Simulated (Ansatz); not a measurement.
**Ta27N26: single-point calculation (part 1 of 2)**

System: Ta27N26 (defect cell, 53 atoms in the cell).
Method: DFT PBE, scalar-relativistic, plane waves, PAW, spin-polarised (Ansatz 0.2.0).

The structure derives from an entry of the Crystallography Open Database.

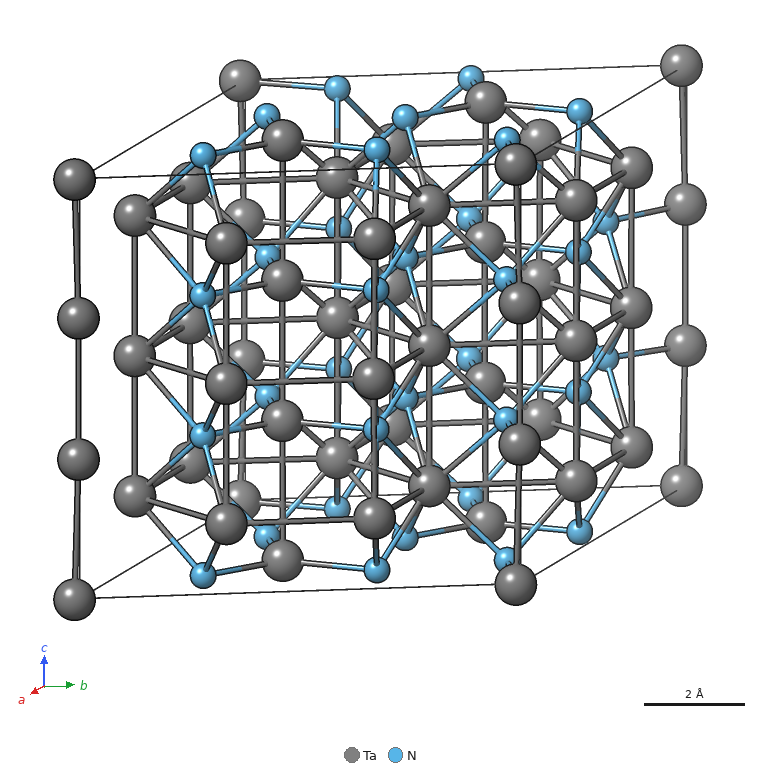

*The structure as given in the input (ball-and-stick view of the cell of the calculation, seen slightly off an axis). An atom can appear more than once, as a periodic image.*

The input:
```yaml
crystal:
  lattice:
    - [7.794, 4.499868, 0.0]
    - [-7.794, 4.499868, 0.0]
    - [0.0, 0.0, 8.733]
  atoms:
    - { symbol: Ta, position: [0.3323793037, 0.3326843888, 0.1660938793] }
    - { symbol: Ta, position: [0.3327150451, 0.3339081422, 0.499811248] }
    - { symbol: Ta, position: [0.3323738766, 0.3326741528, 0.833521423] }
    - { symbol: Ta, position: [0.6676544488, 0.0006321357, 0.165845259] }
    - { symbol: Ta, position: [0.6678191895, 0.000178456, 0.499806874] }
    - { symbol: Ta, position: [0.6676509522, 0.0006217279, 0.8337631271] }
    - { symbol: Ta, position: [-7.30302e-05, 0.6684671514, 0.167207544] }
    - { symbol: Ta, position: [0.0002815771, 0.6661070482, 0.4997975752] }
    - { symbol: Ta, position: [-0.0001234114, 0.6684139638, 0.8323628949] }
    - { symbol: Ta, position: [0.3317885015, 1.0002933404, 0.167271693] }
    - { symbol: Ta, position: [0.3340727004, 0.9998942732, 0.4998123599] }
    - { symbol: Ta, position: [0.3317550226, 1.0002594354, 0.8323804166] }
    - { symbol: Ta, position: [0.6674937056, 0.6677990901, 0.1660847456] }
    - { symbol: Ta, position: [0.6662720911, 0.6674653029, 0.4997954256] }
    - { symbol: Ta, position: [0.6674807303, 0.6677921528, 0.8335088752] }
    - { symbol: Ta, position: [-0.0004321345, 0.332567762, 0.165847421] }
    - { symbol: Ta, position: [1.15289e-05, 0.3323811352, 0.4998048838] }
    - { symbol: Ta, position: [-0.0004263666, 0.332564038, 0.8337584628] }
    - { symbol: Ta, position: [0.0084159265, -0.0082725473, -0.0001963872] }
    - { symbol: Ta, position: [0.0020304562, -0.0018244701, 0.331750869] }
    - { symbol: Ta, position: [0.0020253984, -0.0018427061, 0.6678654528] }
    - { symbol: Ta, position: [0.3308611243, 0.6693239977, -0.0001998489] }
    - { symbol: Ta, position: [0.3324878065, 0.6676990671, 0.3324867895] }
    - { symbol: Ta, position: [0.3324885326, 0.6677011777, 0.6671176806] }
    - { symbol: Ta, position: [0.6654168996, 0.3347308434, -0.000187547] }
    - { symbol: Ta, position: [0.6660167211, 0.3341677946, 0.3329432048] }
    - { symbol: Ta, position: [0.6660174454, 0.3341611854, 0.6666647856] }
    - { symbol: "N", position: [0.1330062471, 0.8671948223, 0.3372986348] }
    - { symbol: "N", position: [0.1330022924, 0.867173732, 0.6623098607] }
    - { symbol: "N", position: [0.4636092238, 0.5365493547, -0.0001965584] }
    - { symbol: "N", position: [0.4635176999, 0.5366743265, 0.3327273878] }
    - { symbol: "N", position: [0.4635164298, 0.5366662746, 0.6668885262] }
    - { symbol: "N", position: [0.7965218432, 0.2036829557, -0.0001943083] }
    - { symbol: "N", position: [0.7973883622, 0.2028241932, 0.3330616884] }
    - { symbol: "N", position: [0.7973886788, 0.2028105618, 0.6665461501] }
    - { symbol: "N", position: [0.4013651986, 0.1999949871, -0.0001868903] }
    - { symbol: "N", position: [0.404351421, 0.2030862765, 0.33396787] }
    - { symbol: "N", position: [0.4043502509, 0.2030660434, 0.6656679278] }
    - { symbol: "N", position: [0.743997164, 0.8729297685, -0.0001923279] }
    - { symbol: "N", position: [0.7395413719, 0.8698063158, 0.3327413926] }
    - { symbol: "N", position: [0.7395314589, 0.8698028181, 0.6668661528] }
    - { symbol: "N", position: [0.0687090305, 0.5373933786, -0.0002016681] }
    - { symbol: "N", position: [0.0704583383, 0.534250781, 0.3332876396] }
    - { symbol: "N", position: [0.0704661663, 0.5342372854, 0.666304701] }
    - { symbol: "N", position: [0.1272616379, 0.2561968224, -0.0001933601] }
    - { symbol: "N", position: [0.1303801989, 0.2606591259, 0.3327308675] }
    - { symbol: "N", position: [0.1303777088, 0.2606475755, 0.6668775699] }
    - { symbol: "N", position: [0.462811715, 0.931470375, -0.0001858463] }
    - { symbol: "N", position: [0.4659666609, 0.9297370689, 0.3333017677] }
    - { symbol: "N", position: [0.4659504147, 0.9297350653, 0.6663210435] }
    - { symbol: "N", position: [0.8001319706, 0.5987634519, -0.0002065423] }
    - { symbol: "N", position: [0.7971266933, 0.5958392116, 0.3339169355] }
    - { symbol: "N", position: [0.7971036012, 0.5958347904, 0.6656612163] }
magnetization:
  spin_polarized: true
basis:
  ecutwfc: 420
  fft_grid_basis: typed
kpoints:
  mp_grid: { grid: [3, 3, 2] }
hamiltonian:
  xc: pbe
  pseudopotentials: { kind: paw }
scf:
  occupations: { method: gaussian, width: 0.05 }
  n_extra_bands: 19
output:
  forces: true
  stress: false
  eigenvalues: true
  bader: false
  write_density: false
  volumetric_format: npy
  populations: true
  band_densities:
    - { e_range: [-0.25, 0.25] }
    - { e_range: [-1.2, 0.0] }
    - { e_range: [0.0, 1.2] }
  dos:
    e_range: [-30, 8]
    de: 0.02
    method: { smearing: { sigma: 0.03, scheme: gaussian } }
    projected: { site_lists: { "N": ["N"], Ta: [Ta] } }
checkpoint:
  read: start.run
  write: ck
  compress: false
  write_wavefunctions: false
  write_every: 100000
```

Command:
```bash
ansatz run input.yaml --threads 8 --pin off --max-ram 16384MiB --backend cpu --events-out ev --progress --plain --runs-dir out
```

The program's output:
```
Warning: checkpoint.read: spin seed differs: saved 60f425473f5b…, current bb842403ecc0…; the loaded state replaces the seed-built initial guess (but the starting_ns of a DFT+U solve that opens without the state's occupation matrices), so the run may converge into the producing seed's basin, or, where the symmetry group that follows from this deck's starting moments and starting_ns does not hold the saved magnetisation, lose that magnetisation at its first build. Where atoms have moved since the state was saved, this difference can also decide whether moments are moved with them. A self-consistent run of this deck without the state starts from its starting moments and, under a DFT+U term, its starting_ns
scf.n_extra_bands = 19 over 241 filled bands (N_el = 481.0): the run solves 260 bands
Engine: ansatz 0.2.0, aarch64-unknown-linux-gnu
Pseudopotentials: kind: paw
Pseudopotential: Ta, paw, valence charge 13, recommended cutoff 420 eV (normal), Ta.paw.azcp
Pseudopotential: N, paw, valence charge 5, recommended cutoff 420 eV (normal), N.paw.azcp
Functional definition: PBE
  parameter kappa = 0.804
  parameter beta = 0.06672455060314922
  exchange = pbe_x(kappa = kappa, mu = beta*pi^2/3)
  correlation = pbe_c(beta = beta)
Crystal: 53 atoms, lattice volume = 612.567 Å³
Basis set: ecut = 420 eV, 11897 PW (Γ), exchange–correlation on 128×128×120 points (8 copies of the dense FFT grid, shifted against one another)
Bands: 260, of which v1, the nominal top of the filled ones, is band 241 counted from 1 (240 counted from 0)
Symmetry: 1 space group operations
Space group: P1 (ITA 1), of the structure as read, at distance tolerance 8.5e-5 Å
k-points: 10 of 18 (time reversal used)
Non-local potential: Ta, projectors of the file, l = 0: 3, l = 1: 2, l = 2: 2, l = 3: 1
Non-local potential: N, projectors of the file, l = 0: 2, l = 1: 2, l = 2: 1
PAW form: soft (Blöchl's): semilocal exchange-correlation on the pseudo side does not see the compensation charge
PAW one-centre angular grid: Ta, 590 points (default); XC on 64 Gauss nodes
PAW one-centre angular grid: N, 110 points (default); XC on 64 Gauss nodes
Initial density: read from a saved state, or passed on in memory by an earlier SCF of this step, an earlier step, the calling program or the single point that the run made first
Stability of the state it starts from, as read at its close in the collinear treatment: not read negative (Ritz values of 1 − χ₀K, real part plus size of imaginary part, from 0.14 to 0.17, by its mixing steps under no symmetry); its run was given moments
Initial wavefunctions: pseudopotential atomic-orbital guess
Functional: x = pbe(κ = 0.804, μ = 0.2195149727645171), c = pbe(β = 0.06672455060314922)
iter 1 solved again at ethr=4.54e-8 eV; its pass at ethr=3.10e-3 eV (dr2=2.18e-4 eV) is discarded
SCF iter   1: F=—  HF=-278214.545691 eV  |F-HF|=—  |Δ(HF+E_count)|=         —  Δρ=6.80e-7 (↑6.80e-7 ↓6.29e-7)  dr2=3.67e-8  dr2_m=1.26e-11  M=0.000 μB ∫|m|=0.000 μB  β_m=0.30  ethr=4.54e-8  ⟨swp⟩=4.4  Hψ=37424  notcnv=0
preconditioner: auto → Kerker (q_TF=auto, 2.621 Å⁻¹)  [metal: Δε(μ)=0.038 eV  Ē_g=8.443 eV  σ=0.050 eV  W_gap=0.38  n_scr=198 (ndim 8)  ℏωp=24.4 eV  f_vac=0.000  D(μ)=14.89/eV (n_scr^D=82)]
spin=Collinear: Kerker preconditioning applied to the charge; magnetization (m = ρ↑ − ρ↓) channel mixes plain (no charge-response kernel on spin).
SCF iter   2: F=—  HF=-278214.546419 eV  |F-HF|=—  |Δ(HF+E_count)|=   7.28e-4  Δρ=2.49e-7 (↑2.20e-7 ↓2.49e-7)  dr2=5.04e-9  dr2_m=1.12e-11  M=0.000 μB ∫|m|=0.000 μB  β_m=0.29  ethr=7.64e-12  ⟨swp⟩=9.8  Hψ=20030  notcnv=0
SCF iter   3: F=-278214.546419 eV  HF=-278214.546419 eV  |F-HF|=1.92e-9  |Δ(HF+E_count)|=  2.91e-10  Δρ=1.72e-7 (↑1.48e-7 ↓1.72e-7)  dr2=2.24e-9  dr2_m=1.06e-11  M=0.000 μB ∫|m|=0.000 μB  ethr=1.05e-12  ⟨swp⟩=1.0  Hψ=10508  notcnv=0
SCF 1 converged in 3 iterations: F = -278214.546419 eV  dr2 = 2.24e-9
  greatest PAW one-centre occupation: 1.000 electrons in one spin orbital (limit 2), on the Ta atom at site 25 (counted from 0), in its partial waves of l = 0
NSCF: frozen V_eff on 10 k-points
SCF converged after 3 iterations
Magnetization: 0.0001 μB (240.5001 up, 240.4999 down)
Absolute magnetization: 0.0001 μB (∫|ρ↑−ρ↓|, with the PAW one-centre terms)
Spin contamination: 0.0000 ħ² per cell (⟨S²⟩ above its minimum at these occupations)
Per-site moments (μB) at R_I (Å): [(5.071159522928425e-8, 0.8906169346388789), (4.1729865824157873e-7, 0.8903207203242157), (5.0208400789205635e-8, 0.8906282706143575), (2.648543372226577e-7, 0.8911978679219603), (2.5754472328197255e-7, 0.8909165355592688), (2.637103517084444e-7, 0.8912289037844284), (7.277006719659753e-6, 0.8881923835346184), (6.443421880579345e-7, 0.8802737948148347), (7.268692897802419e-6, 0.888128680185275), (7.27894706767533e-6, 0.8881219137940033), (6.456529617425241e-7, 0.8802461421397039), (7.288445151607515e-6, 0.8881296164843955), (5.0941827665371394e-8, 0.8906143165852147), (4.2169454088905575e-7, 0.8903873388872674), (5.001954527145833e-8, 0.8906171028514154), (2.6448201894289687e-7, 0.8912001760371856), (2.6095161007272565e-7, 0.8909067958906336), (2.6465394825009924e-7, 0.8912242605567067), (4.761469638695379e-6, 0.8515697202480753), (-3.428950108548471e-7, 0.8424337779140484), (-3.42025798413518e-7, 0.8424471668030328), (1.663463028489362e-7, 0.8428134527248481), (1.1053738302743654e-7, 0.8424846716633193), (1.1324891420603084e-7, 0.8424627567446105), (1.2492979535098655e-6, 0.842827913456173), (6.884726007351965e-7, 0.8412690870157438), (6.907394967356161e-7, 0.8412747969390482), (-1.1895707118820593e-8, 0.8424337779140484), (-1.2434761451158444e-8, 0.8424471668030328), (5.294358680698079e-7, 0.8536622567101891), (2.3297733914182142e-7, 0.8425126455440629), (2.326933274225077e-7, 0.8425388590350978), (4.09927628457143e-8, 0.842827913456173), (1.0149608078850859e-7, 0.8446361819650821), (1.0091718464131664e-7, 0.844657447284654), (1.0142544190071048e-6, 0.8489924316881298), (1.345546026106327e-7, 0.8412690870157438), (1.3254250774008512e-7, 0.8412747969390482), (7.677211592537427e-7, 0.8515697202480753), (3.6472044433063383e-7, 0.8439840170057885), (3.629530492542961e-7, 0.8440005678389694), (1.662258268434425e-7, 0.8428315065122899), (8.533127801854176e-7, 0.8424846716633193), (8.541048788949987e-7, 0.8424627567446105), (7.707523956858874e-7, 0.8517272181401369), (3.651561987604209e-7, 0.8439670017925035), (3.665378376984664e-7, 0.8439886501280236), (1.6749852596274395e-7, 0.8428134527248481), (8.527808822023662e-7, 0.8425133341450529), (8.514617595709055e-7, 0.8424992817467153), (1.0160617989808955e-6, 0.8489305624490588), (1.3278754488740092e-7, 0.8412880765765073), (1.330365950381698e-7, 0.8412954591851526)]
Free energy (F): -278214.546419 eV
Harris-Foulkes:  -278214.546419 eV  (|F-HF|=1.92e-9)
Internal energy: -278214.527801 eV  (E = F + TS)
E sigma→0 (E₀):  -278214.537110 eV
Entropy (-TS):   -0.018618 eV (-0.351 meV/atom)
Fermi energy:    19.442047 eV
--- Per-component energies (eV) ---
  E_band       = -2068.642957
  E_kinetic    = 13347.405513
  E_local      = -18434.791422  (includes V_loc(G=0)·N_el)
  E_nonlocal   = 1575.529003
  E_hartree    = 6271.572159
  E_xc         = -7489.289461
  E_vxc        = -7534.940472  (∫ρ·V_xc dr)
  E_paw        = -230029.284985  (= ΣΔE_a)
  E_vpaw       = -3564.997871  (= ΣTr[D̂ρ^β])
  E_aug_tail   = 0.007561  (compensation charges beyond the density's cutoff)
  E_ewald      = -43455.676170
  E_smearing   = -0.018618  (= −TS)
  E_closure    = 0.000000  (closes the sum)
  Σ components = -278214.546419   (vs F -278214.546419, Δ=0.00e0)
--- Forces (eV/Å), atoms counted from 1 ---
  atom   1  Ta    -0.00102790     0.00104006    -0.00244948
  atom   2  Ta    -0.00066620     0.00248057    -0.00015611
  atom   3  Ta    -0.00070769     0.00157662     0.00288892
  atom   4  Ta    -0.00108309    -0.00107758     0.00071243
  atom   5  Ta    -0.00354496     0.00005942    -0.00044384
  atom   6  Ta    -0.00276984    -0.00063204     0.00063502
  atom   7  Ta    -0.00048181    -0.00042081     0.00492734
  atom   8  Ta    -0.00020668    -0.00111875    -0.00040584
  atom   9  Ta     0.00054943     0.00276570    -0.00369715
  atom  10  Ta    -0.00069627    -0.00201977    -0.00081752
  atom  11  Ta     0.00016030     0.00240359     0.00006843
  atom  12  Ta    -0.00096167    -0.00133401    -0.00189270
  atom  13  Ta    -0.00098973    -0.00130867    -0.00230640
  atom  14  Ta     0.00046454    -0.00204847     0.00072684
  atom  15  Ta    -0.00051315    -0.00052661     0.00383566
  atom  16  Ta    -0.00012090     0.00032118    -0.00103336
  atom  17  Ta    -0.00247958     0.00012213    -0.00073639
  atom  18  Ta    -0.00029375    -0.00106548     0.00116316
  atom  19  Ta     0.00245648     0.00332680     0.00030737
  atom  20  Ta     0.00307331    -0.00129938     0.01543650
  atom  21  Ta     0.00193715    -0.00019664    -0.01611591
  atom  22  Ta     0.00357079     0.00014336     0.00058756
  atom  23  Ta     0.00091428     0.00080395    -0.00086815
  atom  24  Ta     0.00221775     0.00058603     0.00136255
  atom  25  Ta    -0.00137201     0.00008780    -0.00128640
  atom  26  Ta     0.00106803     0.00115357     0.00071922
  atom  27  Ta     0.00078360     0.00064369    -0.00023698
  atom  28  N      0.00313017     0.00031846    -0.00622045
  atom  29  N      0.00170433    -0.00033993     0.00716323
  atom  30  N     -0.00363082     0.00118622    -0.00011492
  atom  31  N      0.00145776    -0.00057104    -0.00075937
  atom  32  N      0.00019030    -0.00084209    -0.00076616
  atom  33  N      0.00200828    -0.00040499    -0.00042139
  atom  34  N      0.00173851    -0.00122435     0.00139789
  atom  35  N      0.00028836    -0.00048021    -0.00092249
  atom  36  N     -0.00085440    -0.00163476    -0.00029781
  atom  37  N      0.00195198    -0.00328534     0.00058027
  atom  38  N      0.00101327    -0.00310586    -0.00088966
  atom  39  N      0.00016821    -0.00382925    -0.00065529
  atom  40  N      0.00032604    -0.00082293    -0.00224192
  atom  41  N      0.00135616    -0.00085297     0.00178784
  atom  42  N      0.00125291     0.00388813    -0.00030530
  atom  43  N     -0.00317528    -0.00122913    -0.00051845
  atom  44  N     -0.00479636    -0.00207779     0.00096363
  atom  45  N      0.00017738     0.00093267    -0.00006246
  atom  46  N      0.00049427     0.00172740    -0.00054582
  atom  47  N      0.00073596     0.00132215     0.00098893
  atom  48  N      0.00059855    -0.00320498    -0.00038901
  atom  49  N     -0.00352521     0.00074878    -0.00017200
  atom  50  N     -0.00256200     0.00171695     0.00009305
  atom  51  N     -0.00152370     0.00428350     0.00080181
  atom  52  N      0.00018922     0.00170582     0.00281541
  atom  53  N      0.00199246     0.00160885    -0.00223412
  max |Σ_I F_I| component: 1.32e-5 eV/Å
--- Band table (eV; the first three rows and the last of 20) ---
```
